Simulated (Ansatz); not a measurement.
**Run report: MgAgH₃, geometry relaxation (part 2 of 2)**

The same run, continued: MgAgH₃ (10 atoms in the cell); DFT, PBEsol, plane waves, PAW, no spin polarisation (Ansatz 0.2.0); cutoff 420 eV, 6×6×6 k-mesh, Fermi–Dirac smearing of 0.03 eV. The structure was built on a prototype by a generator; it need not be a known phase.

Geometry of the input (Å; fractional positions):
```
0.0000  3.9560  3.9560
3.9560  0.0000  3.9560
3.9560  3.9560  0.0000
Mg 0.2500  0.2500  0.2500
Mg 0.7500  0.7500  0.7500
Ag 0.5000  0.5000  0.5000
Ag 0.0000  0.0000  0.0000
H  0.2230  0.2230  0.7770
H  0.2230  0.7770  0.7770
H  0.7770  0.7770  0.2230
H  0.2230  0.7770  0.2230
H  0.7770  0.2230  0.7770
H  0.7770  0.2230  0.2230
```

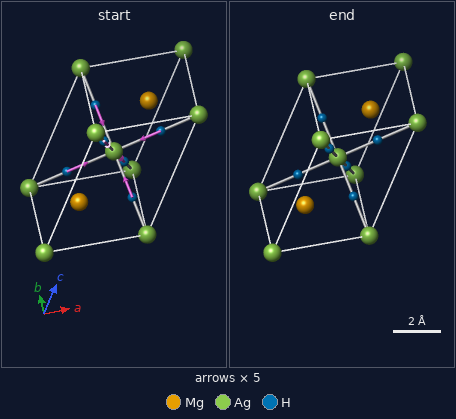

Fig. 1: Before (left) and after (right) the relaxation, at one scale (ball-and-stick view of the cell of the calculation, seen at an oblique angle). The pink arrows give the displacements (without the part carried along by the change of the cell), magnified 5 times. Over 4 geometry steps the energy falls by 135 meV per atom. Largest force component: 1 eV/Å at the start, under 0.0001 eV/Å at the end. Pressure: −6.70 GPa at the start and 0.00 GPa at the end. The basis was re-selected once at an unchanged geometry, which shifts the energy a little without any move. The largest moves relative to the cell, 0.20 Å, are those of H5, H6, H7, H8, H9 and H10. Mg and Ag stay in place. The drawn cell changes as follows: a = b = c 5.595 → 5.264 Å (−5.9 %); the volume changes by −16.7 %. Among the contacts that change: Ag3–H10 2.192 → 1.861 Å, Ag4–H10 1.764 → 1.861 Å. The space group (tolerance 0.01 Å) goes from Fm-3m (No. 225) to Pm-3m (No. 221). The energy change given includes the shifts at the re-selections in mid-walk, which come without any move. A last SCF at the same geometry on a re-selected plane-wave basis shifts the energy by +0.0 meV per atom. (Atoms are counted from 1 in the order of the input.)

```
basis re-selected at this cell: Δ(F+E_penalty+E_count) = +3.341e-5 eV, ΔP = -0.000 GPa vs the last step (what re-selecting the basis moved, of the pressure what is left beyond the Pulay correction that the steps carried, after the strain that the cell walked since its last selection, with what the two solves' SCF thresholds leave and, on support functions, any second-order correction that the steps lacked; it is no measure of the basis error at this ecutwfc). This SCF's stress stands 7.81e-4 GPa from its target on what of the cell is left free (relax.cell.stress_tol is 5.00e-2 GPa) and its largest allowed force component is 1.77e-5 eV/Å (relax.f_tol is 1.00e-2 eV/Å): within both
SCF converged after 3 iterations
Free energy (F): -18959.612896 eV
Harris-Foulkes:  -18959.612896 eV  (|F-HF|=4.00e-11)
Internal energy: -18959.600587 eV  (E = F + TS)
E sigma→0 (E₀):  -18959.606742 eV
Entropy (-TS):   -0.012309 eV (-1.231 meV/atom)
Fermi energy:    9.757073 eV
--- Per-component energies (eV) ---
  E_band       = -1473.663200
  E_kinetic    = 1280.236407
  E_local      = -9234.310806  (includes V_loc(G=0)·N_el)
  E_nonlocal   = 362.175821
  E_hartree    = 3803.609729
  E_xc         = -477.133450
  E_vxc        = -611.600876  (∫ρ·V_xc dr)
  E_paw        = -8232.477537  (= ΣΔE_a)
  E_vpaw       = -877.377643  (= ΣTr[D̂ρ^β])
  E_aug_tail   = -0.005723  (compensation charges beyond the density's cutoff)
  E_ewald      = -6462.458230
  E_core_change = 0.763203  (= ΣΔE_core)
  E_smearing   = -0.012309  (= −TS)
  E_closure    = 0.000000  (closes the sum)
  Σ components = -18959.612896   (vs F -18959.612896, Δ=0.00e0)
--- Forces (eV/Å), atoms counted from 1 ---
  atom   1  Mg     0.00000000    -0.00000000    -0.00000000
  atom   2  Mg    -0.00000000     0.00000000    -0.00000000
  atom   3  Ag    -0.00000000     0.00000000    -0.00000000
  atom   4  Ag    -0.00000000    -0.00000000     0.00000000
  atom   5  H     -0.00000000    -0.00000000    -0.00001771
  atom   6  H      0.00001771    -0.00000000    -0.00000000
  atom   7  H      0.00000000     0.00000000     0.00001771
  atom   8  H      0.00000000    -0.00001771     0.00000000
  atom   9  H     -0.00000000     0.00001771    -0.00000000
  atom  10  H     -0.00001771     0.00000000     0.00000000
  max |Σ_I F_I| component: 1.26e-20 eV/Å
--- Stress (GPa, compression-positive) ---
       -0.000781      -0.000000      -0.000000
       -0.000000      -0.000781      -0.000000
       -0.000000      -0.000000      -0.000781
  P = ⅓ Tr σ = -0.0008 GPa (-0.008 kbar)
--- Band table (eV; the first three rows and the last of 16) ---
  k-point 0: bands = ["-83.9756", "-83.9752", "-67.7518", "-67.7515", "-47.4714", "-47.4714", "-47.4714", "-47.4668", "-47.4668", "-47.4668", "-34.6934", "-34.6934", "-34.6934", "-34.6913", "-34.6913", "-34.6913", "-0.8960", "1.2740", "1.2740", "3.1226", "3.1226", "3.1226", "3.7685", "3.7685", "3.8407", "3.8407", "3.8407", "4.5688", "4.5688", "4.5688", "9.6737", "10.8961", "11.0060", "11.0060", "11.1918", "11.1918", "11.1918", "11.6810", "11.6810", "11.6810", "12.6316", "18.8949"]
  k-point 1: bands = ["-83.9755", "-83.9752", "-67.7518", "-67.7515", "-47.4711", "-47.4711", "-47.4711", "-47.4671", "-47.4671", "-47.4671", "-34.6932", "-34.6932", "-34.6932", "-34.6915", "-34.6915", "-34.6915", "-0.6787", "1.3465", "1.3465", "3.0474", "3.1165", "3.1165", "3.2662", "3.2662", "3.7986", "3.8062", "3.8062", "3.9442", "5.2439", "5.2439", "9.7810", "9.7810", "9.9342", "10.5933", "10.6434", "11.4167", "11.4167", "12.6603", "13.0454", "13.0454", "14.0704", "17.7938"]
  k-point 2: bands = ["-83.9755", "-83.9753", "-67.7517", "-67.7516", "-47.4702", "-47.4702", "-47.4702", "-47.4679", "-47.4679", "-47.4679", "-34.6929", "-34.6929", "-34.6929", "-34.6919", "-34.6919", "-34.6919", "-0.0394", "1.5679", "1.5679", "2.2338", "2.4916", "2.4916", "3.3491", "3.3491", "3.4497", "3.6782", "3.7017", "3.7017", "6.2526", "6.2526", "8.4714", "8.4714", "9.5106", "9.7702", "12.1125", "12.1125", "12.1999", "14.1794", "14.1794", "14.8796", "15.6298", "16.6114"]
  k-point 15: bands = ["-83.9754", "-83.9754", "-67.7517", "-67.7516", "-47.4718", "-47.4717", "-47.4704", "-47.4678", "-47.4665", "-47.4664", "-34.6938", "-34.6936", "-34.6930", "-34.6918", "-34.6911", "-34.6910", "0.6941", "1.0810", "1.5586", "2.3567", "2.6059", "2.8124", "3.5804", "3.5888", "3.6115", "3.6327", "3.6814", "3.8032", "4.3238", "4.3793", "7.2806", "9.6631", "9.8705", "10.8144", "13.5885", "13.6805", "13.8320", "14.0066", "14.5841", "15.8270", "15.8571", "16.3559"]
--- Relaxed structure (5 steps of the walk, 5 accepted, 2 SCFs on fresh bases) ---
  F+E_penalty+E_count = -18959.61289625 eV   max|allowed force component| = 1.771e-5 eV/Å   (the final SCF, on the basis selected at the relaxed cell)
  cell:  # Å, volume = 103.1641 Å³
    - [-8.996516173263196e-34, 3.7224842734631283, 3.7224842734631283]
    - [3.7224842734631283, -5.1749872932276626e-34, 3.7224842734631283]
    - [3.7224842734631283, 3.7224842734631283, 6.369215041119487e-34]
  atoms:
    - { symbol: Mg, position: [0.25000000000000006, 0.25000000000000006, 0.25000000000000006] }
    - { symbol: Mg, position: [0.75, 0.75, 0.75] }
    - { symbol: Ag, position: [0.5000000000000001, 0.5000000000000001, 0.5000000000000001] }
    - { symbol: Ag, position: [-4.034212302382897e-18, -8.770026744310648e-19, 2.6310080232931944e-18] }
    - { symbol: H, position: [0.25000026918473317, 0.25000026918473317, 0.749999730815267] }
    - { symbol: H, position: [0.25000026918473317, 0.749999730815267, 0.7499997308152672] }
    - { symbol: H, position: [0.7499997308152672, 0.7499997308152672, 0.25000026918473306] }
    - { symbol: H, position: [0.25000026918473317, 0.749999730815267, 0.25000026918473317] }
    - { symbol: H, position: [0.7499997308152672, 0.25000026918473306, 0.7499997308152672] }
    - { symbol: H, position: [0.749999730815267, 0.25000026918473317, 0.25000026918473317] }
```

File rho_z.tsv:
```
# z_ang	rho[e/angstrom^3]
# format = ansatz-planar-average/11
# lattice	-0.000000000	3.722484273	3.722484273
# lattice	3.722484273	-0.000000000	3.722484273
# lattice	3.722484273	3.722484273	0.000000000
# sites	10
# site	12	1.861242137	1.861242137	1.861242137
# site	12	5.583726410	5.583726410	5.583726410
# site	47	3.722484273	3.722484273	3.722484273
# site	47	0.000000000	-0.000000000	-0.000000000
# site	1	3.722484273	3.722484273	1.861244141
# site	1	5.583724406	3.722484273	3.722484273
# site	1	3.722484273	3.722484273	5.583724406
# site	1	3.722484273	1.861244141	3.722484273
# site	1	3.722484273	5.583724406	3.722484273
# site	1	1.861244141	3.722484273	3.722484273
0.000000	8.483972e-1
0.146233	8.122579e-1
0.292466	7.154882e-1
0.438699	5.886852e-1
0.584932	4.748120e-1
0.731165	4.219493e-1
0.877398	4.624042e-1
1.023631	5.826495e-1
1.169864	7.147650e-1
1.316097	7.722524e-1
1.462330	7.147653e-1
1.608563	5.826499e-1
1.754796	4.624046e-1
1.901029	4.219496e-1
2.047262	4.748123e-1
2.193495	5.886854e-1
2.339728	7.154884e-1
2.485961	8.122581e-1
2.632194	8.483974e-1
2.778427	8.122581e-1
2.924660	7.154884e-1
3.070893	5.886854e-1
3.217126	4.748123e-1
3.363359	4.219496e-1
3.509592	4.624046e-1
3.655825	5.826499e-1
3.802058	7.147653e-1
3.948291	7.722524e-1
4.094524	7.147650e-1
4.240757	5.826495e-1
4.386990	4.624042e-1
4.533223	4.219493e-1
4.679456	4.748120e-1
4.825689	5.886852e-1
4.971922	7.154882e-1
5.118155	8.122579e-1
```

File v_z.tsv:
```
# z_ang	v_es[eV]	v_tot[eV]
# format = ansatz-planar-average/11
# xc	pbesol
# density_cutoff_ev	1680
# datasets	Mg=:simpson_from_first_knot:soft:shift=-930636	Ag=:simpson_from_first_knot:soft:shift=-955930	H=:simpson_from_first_knot:soft
# lattice	-0.000000000	3.722484273	3.722484273
# lattice	3.722484273	-0.000000000	3.722484273
# lattice	3.722484273	3.722484273	0.000000000
# sites	10
# site	12	1.861242137	1.861242137	1.861242137
# site	12	5.583726410	5.583726410	5.583726410
# site	47	3.722484273	3.722484273	3.722484273
# site	47	0.000000000	-0.000000000	-0.000000000
# site	1	3.722484273	3.722484273	1.861244141
# site	1	5.583724406	3.722484273	3.722484273
# site	1	3.722484273	3.722484273	5.583724406
# site	1	3.722484273	1.861244141	3.722484273
# site	1	3.722484273	5.583724406	3.722484273
# site	1	1.861244141	3.722484273	3.722484273
0.000000	5.251612e0	-4.501464e0
0.146233	5.275759e0	-4.437860e0
0.292466	5.318178e0	-4.347832e0
0.438699	5.329634e0	-4.346591e0
0.584932	5.183923e0	-4.555751e0
0.731165	4.852023e0	-4.998643e0
0.877398	4.134948e0	-5.842221e0
1.023631	3.069422e0	-7.017939e0
1.169864	2.152216e0	-8.006860e0
1.316097	1.754462e0	-8.426733e0
1.462330	2.152204e0	-8.006873e0
1.608563	3.069405e0	-7.017959e0
1.754796	4.134933e0	-5.842239e0
1.901029	4.852017e0	-4.998652e0
2.047262	5.183919e0	-4.555759e0
2.193495	5.329631e0	-4.346597e0
2.339728	5.318176e0	-4.347838e0
2.485961	5.275758e0	-4.437864e0
2.632194	5.251611e0	-4.501468e0
2.778427	5.275758e0	-4.437864e0
2.924660	5.318176e0	-4.347838e0
3.070893	5.329631e0	-4.346597e0
3.217126	5.183919e0	-4.555759e0
3.363359	4.852017e0	-4.998652e0
3.509592	4.134933e0	-5.842239e0
3.655825	3.069405e0	-7.017959e0
3.802058	2.152204e0	-8.006873e0
3.948291	1.754462e0	-8.426733e0
4.094524	2.152216e0	-8.006860e0
4.240757	3.069422e0	-7.017939e0
4.386990	4.134948e0	-5.842221e0
4.533223	4.852023e0	-4.998643e0
4.679456	5.183923e0	-4.555751e0
4.825689	5.329634e0	-4.346591e0
4.971922	5.318178e0	-4.347832e0
5.118155	5.275759e0	-4.437860e0
```

Trajectory as extended XYZ (Å, eV, eV/Å), 7 frames, from step=1 to step=7:
```
10
Lattice="0.0000 3.9560 3.9560 3.9560 0.0000 3.9560 3.9560 3.9560 0.0000" Properties=species:S:1:pos:R:3:forces:R:3 step=1 energy=-18958.26123 pressure_GPa=-6.70
Mg    1.9780    1.9780    1.9780    0.0000   0.0000   0.0000
Mg    5.9340    5.9340    5.9340    0.0000   0.0000   0.0000
Ag    3.9560    3.9560    3.9560    0.0000   0.0000   0.0000
Ag    0.0000    0.0000    0.0000    0.0000   0.0000   0.0000
H     3.9560    3.9560    1.7641    0.0000   0.0000   1.0327
H     6.1480    3.9560    3.9560   -1.0327   0.0000   0.0000
H     3.9560    3.9560    6.1480    0.0000   0.0000  -1.0327
H     3.9560    1.7641    3.9560    0.0000   1.0327   0.0000
H     3.9560    6.1480    3.9560    0.0000  -1.0327   0.0000
H     1.7641    3.9560    3.9560    1.0327   0.0000   0.0000
10
Lattice="0.0000 3.7674 3.7674 3.7674 0.0000 3.7674 3.7674 3.7674 0.0000" Properties=species:S:1:pos:R:3:forces:R:3 step=2 energy=-18959.48394 pressure_GPa=-2.02
Mg    1.8837    1.8837    1.8837    0.0000   0.0000   0.0000
Mg    5.6511    5.6511    5.6511    0.0000   0.0000   0.0000
Ag    3.7674    3.7674    3.7674    0.0000   0.0000   0.0000
Ag    0.0000    0.0000    0.0000    0.0000   0.0000   0.0000
H     3.7674    3.7674    1.8158    0.0000   0.0000   0.5295
H     5.7190    3.7674    3.7674   -0.5295   0.0000   0.0000
H     3.7674    3.7674    5.7190    0.0000   0.0000  -0.5295
H     3.7674    1.8158    3.7674    0.0000   0.5295   0.0000
H     3.7674    5.7190    3.7674    0.0000  -0.5295   0.0000
H     1.8158    3.7674    3.7674    0.5295   0.0000   0.0000
10
Lattice="0.0000 3.6789 3.6789 3.6789 0.0000 3.6789 3.6789 3.6789 0.0000" Properties=species:S:1:pos:R:3:forces:R:3 step=3 energy=-18959.53202 pressure_GPa=3.17
Mg    1.8395    1.8395    1.8395    0.0000   0.0000   0.0000
Mg    5.5184    5.5184    5.5184    0.0000   0.0000   0.0000
Ag    3.6789    3.6789    3.6789    0.0000   0.0000   0.0000
Ag    0.0000    0.0000    0.0000    0.0000   0.0000   0.0000
H     3.6789    3.6789    1.8850    0.0000   0.0000  -0.4468
H     5.4729    3.6789    3.6789    0.4468   0.0000   0.0000
H     3.6789    3.6789    5.4729    0.0000   0.0000   0.4468
H     3.6789    1.8850    3.6789    0.0000  -0.4468   0.0000
H     3.6789    5.4729    3.6789    0.0000   0.4468   0.0000
H     1.8850    3.6789    3.6789   -0.4468   0.0000   0.0000
10
Lattice="0.0000 3.7238 3.7238 3.7238 0.0000 3.7238 3.7238 3.7238 0.0000" Properties=species:S:1:pos:R:3:forces:R:3 step=4 energy=-18959.62273 pressure_GPa=-0.02
Mg    1.8619    1.8619    1.8619    0.0000   0.0000   0.0000
Mg    5.5857    5.5857    5.5857    0.0000   0.0000   0.0000
Ag    3.7238    3.7238    3.7238    0.0000   0.0000   0.0000
Ag    0.0000    0.0000    0.0000    0.0000   0.0000   0.0000
H     3.7238    3.7238    1.8625    0.0000   0.0000  -0.0052
H     5.5851    3.7238    3.7238    0.0052   0.0000   0.0000
H     3.7238    3.7238    5.5851    0.0000   0.0000   0.0052
H     3.7238    1.8625    3.7238    0.0000  -0.0052   0.0000
H     3.7238    5.5851    3.7238    0.0000   0.0052   0.0000
H     1.8625    3.7238    3.7238   -0.0052   0.0000   0.0000
10
Lattice="0.0000 3.7238 3.7238 3.7238 0.0000 3.7238 3.7238 3.7238 0.0000" Properties=species:S:1:pos:R:3:forces:R:3 step=5 energy=-18959.61281 pressure_GPa=-0.08
Mg    1.8619    1.8619    1.8619    0.0000   0.0000   0.0000
Mg    5.5857    5.5857    5.5857    0.0000   0.0000   0.0000
Ag    3.7238    3.7238    3.7238    0.0000   0.0000   0.0000
Ag    0.0000    0.0000    0.0000    0.0000   0.0000   0.0000
H     3.7238    3.7238    1.8625    0.0000   0.0000  -0.0052
H     5.5851    3.7238    3.7238    0.0052   0.0000   0.0000
H     3.7238    3.7238    5.5851    0.0000   0.0000   0.0052
H     3.7238    1.8625    3.7238    0.0000  -0.0052   0.0000
H     3.7238    5.5851    3.7238    0.0000   0.0052   0.0000
H     1.8625    3.7238    3.7238   -0.0052   0.0000   0.0000
10
Lattice="0.0000 3.7225 3.7225 3.7225 0.0000 3.7225 3.7225 3.7225 0.0000" Properties=species:S:1:pos:R:3:forces:R:3 step=6 energy=-18959.61293 pressure_GPa=-0.00
Mg    1.8612    1.8612    1.8612    0.0000   0.0000   0.0000
Mg    5.5837    5.5837    5.5837    0.0000   0.0000   0.0000
Ag    3.7225    3.7225    3.7225    0.0000   0.0000   0.0000
Ag    0.0000    0.0000    0.0000    0.0000   0.0000   0.0000
H     3.7225    3.7225    1.8612    0.0000   0.0000   0.0000
H     5.5837    3.7225    3.7225    0.0000   0.0000   0.0000
H     3.7225    3.7225    5.5837    0.0000   0.0000   0.0000
H     3.7225    1.8612    3.7225    0.0000   0.0000   0.0000
H     3.7225    5.5837    3.7225    0.0000   0.0000   0.0000
H     1.8612    3.7225    3.7225    0.0000   0.0000   0.0000
10
Lattice="0.0000 3.7225 3.7225 3.7225 0.0000 3.7225 3.7225 3.7225 0.0000" Properties=species:S:1:pos:R:3:forces:R:3 step=7 energy=-18959.61290 pressure_GPa=-0.00
Mg    1.8612    1.8612    1.8612    0.0000   0.0000   0.0000
Mg    5.5837    5.5837    5.5837    0.0000   0.0000   0.0000
Ag    3.7225    3.7225    3.7225    0.0000   0.0000   0.0000
Ag    0.0000    0.0000    0.0000    0.0000   0.0000   0.0000
H     3.7225    3.7225    1.8612    0.0000   0.0000   0.0000
H     5.5837    3.7225    3.7225    0.0000   0.0000   0.0000
H     3.7225    3.7225    5.5837    0.0000   0.0000   0.0000
H     3.7225    1.8612    3.7225    0.0000   0.0000   0.0000
H     3.7225    5.5837    3.7225    0.0000   0.0000   0.0000
H     1.8612    3.7225    3.7225    0.0000   0.0000   0.0000
```

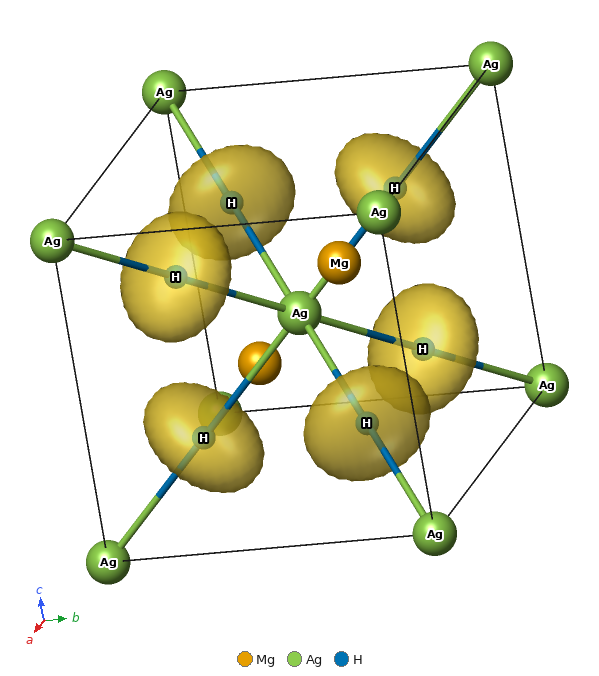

Fig. 2: Isosurface of the electron localisation function at 0.75 (yellow), seen slightly off an axis. Core shells and regions of very low density are left out. Sticks mark near contacts. The outline is the calculation cell. Profiles from the grid: Ag–H (1.86 Å): the ELF climbs to about 1 towards the hydrogen, as it does in any bond to H. The fields are those of the smooth PAW valence density.

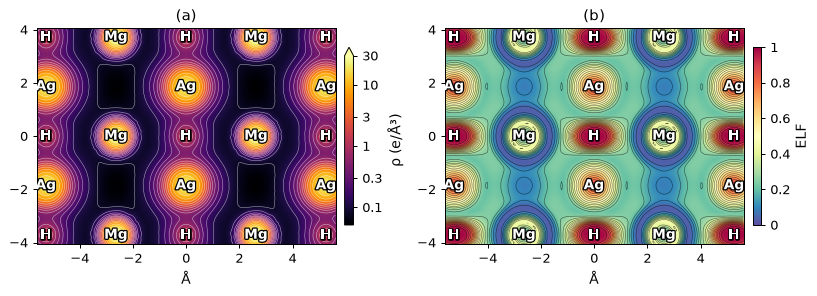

Fig. 3: (a) valence charge density (pseudo); (b) electron localisation function on the (011̄) plane of the calculation cell. Ag–H (1.86 Å): the density is about 0.97 e/Å³ at the midpoint, with its minimum of 0.49 e/Å³ about 1.2 Å from Ag; the ELF climbs to about 1 towards the hydrogen. Away from the nuclei the density in this plane falls to 0.05 e/Å³ at its lowest. The strong features right at Ag lie inside the PAW spheres (semicore, d or f shells) and say nothing about bonding.

Results in brief:

```tsv
quantity	value
outcome	converged
space group (tolerance 0.01 Å)	Fm-3m (225) → Pm-3m (221)
electrons treated	64
free energy	−18959.6129 eV
Fermi energy	9.757 eV
band gap	none (metallic)
pressure	0.00 GPa
final volume	103.16 Å³
largest force (length of the vector) at the end	under 0.001 eV/Å
final cell	a = 5.264 Å, b = 5.264 Å, c = 5.264 Å, α = 60.00°, β = 60.00°, γ = 60.00°
wall time	10 s (CPU time 36 s)
peak memory	0.48 GiB
```
